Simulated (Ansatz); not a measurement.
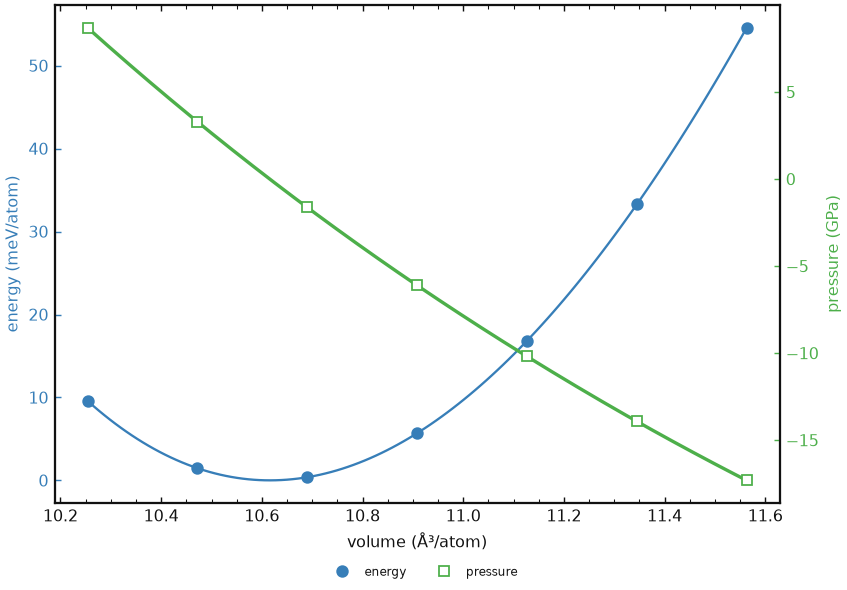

Plotted: energy and pressure against volume for C, space group R-3m (No. 166).

Cell as given: a = 8.404 Å, b = 8.404 Å, c = 8.404 Å, α = 16.88°, β = 16.88°, γ = 16.88°; 4 atoms.

How it was computed, with Ansatz 0.2.0: all-electron LAPW DFT, no spin polarisation; energies at scaled volumes of the given cell, shape and fractions fixed, counted from the fit's minimum, third-order Birch-Murnaghan fit. Level: LDA.

```csv
setting,value
k mesh,12×12×12
occupations,Fermi–Dirac
smearing width,0.05 eV
potentials,"all electron LAPW, scalar relativistic"
program settings,basis error eV/atom 0.002
```

Give the fitted equation-of-state parameters.

Answer. A third-order Birch–Murnaghan fit gives V0 = 10.62 Å³/atom, B0 = 236 GPa and B′ = 3.5.

How does the pressure vary with volume?

Answer. It falls from 8.69 GPa at volume 10.25 Å³/atom to −17.31 GPa at 11.56 Å³/atom, and changes sign near 10.62 Å³/atom.

Note: shape and atomic fractions are frozen while scaling, which makes layered, chain and framework solids too stiff.
